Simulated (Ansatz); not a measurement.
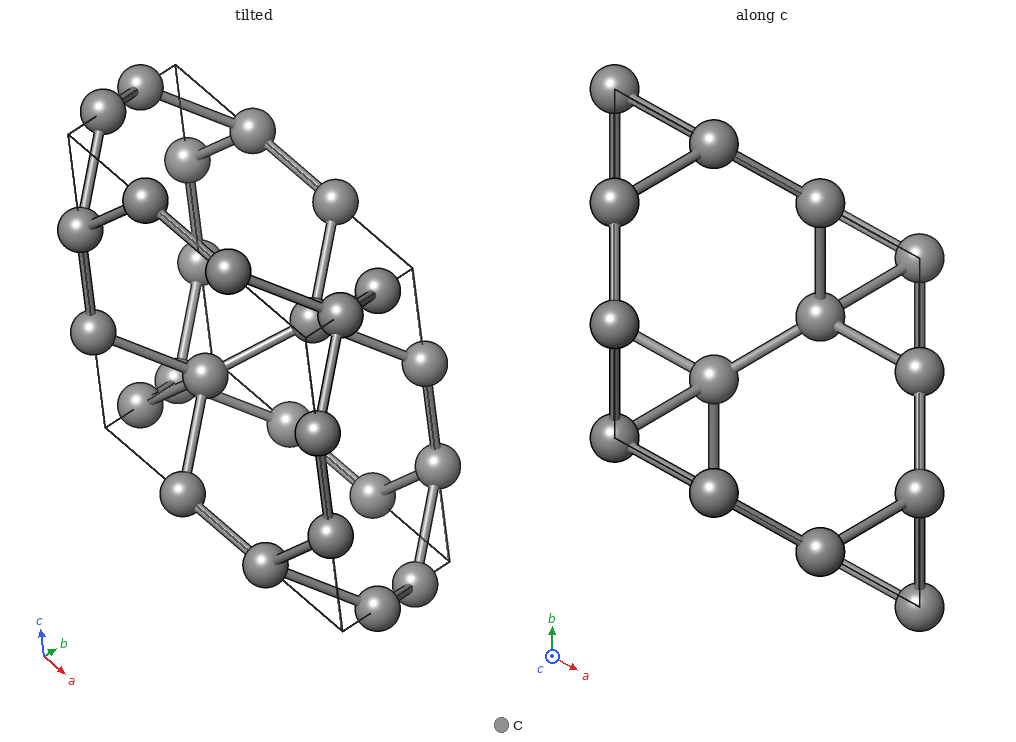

Ball-and-stick representation of a periodic structure, projected slightly off an axis and along the c axis. One simulation cell is outlined, and atoms on its boundary appear in each equivalent place.

Input deck:
```yaml
crystal:
  lattice:
    - [-2.3926722501, 2.3926722501, 2.4655455167]
    - [2.3926722501, -2.3926722501, 2.4655455167]
    - [2.3926722501, 2.3926722501, -2.4655455167]
  atoms:
    - { symbol: C, position: [0.3254551632, 0.0, 0.0] }
    - { symbol: C, position: [0.6745448368, 0.6745448368, 0.6745448368] }
    - { symbol: C, position: [0.0, 0.3254551632, 0.0] }
    - { symbol: C, position: [0.0, 0.0, 0.3254551632] }
    - { symbol: C, position: [0.0, 0.6745448368, 0.0] }
    - { symbol: C, position: [0.3254551632, 0.3254551632, 0.3254551632] }
    - { symbol: C, position: [0.6745448368, 0.0, 0.0] }
    - { symbol: C, position: [0.0, 0.0, 0.6745448368] }
basis:
  ecutwfc: 500
kpoints:
  mp_grid: { grid: [8, 8, 8] }
hamiltonian:
  xc: r2scan
scf:
  occupations: { method: gaussian, width: 0.05 }
output:
  forces: true
  stress: true
  eigenvalues: true
```
Run as:
```sh
ansatz run input.yaml --threads 2 --pin off --max-ram 5120MiB --backend cpu --events-out ev --progress --plain --runs-dir out
```

Setup: DFT r2SCAN, scalar-relativistic, plane waves, PAW (Ansatz 0.2.0); a cutoff energy of 500 eV, k-point mesh 8×8×8, Gaussian smearing of 0.05 eV, no spin polarisation.

Does it come out as a metal, or with a gap?

Answer. A semiconductor at this level, with a gap of 2.84 eV on the k-mesh (the true edges may lie between mesh points, so the gap can be somewhat smaller).

Give the pressure and its sign.

Answer. The computed pressure is 5.5 GPa (compressed: it would expand). The stress isn't hydrostatic: its largest component is 11.2 GPa.

Origin of the cell: a structure listed in the Materials Project. The cell was then strained or its atoms displaced on purpose. An electronic-structure calculation with Ansatz was run on it.

At this level of theory the cell isn't at rest (compressed, at 5 GPa), so its distances can differ from those at equilibrium, the more so the softer the solid.
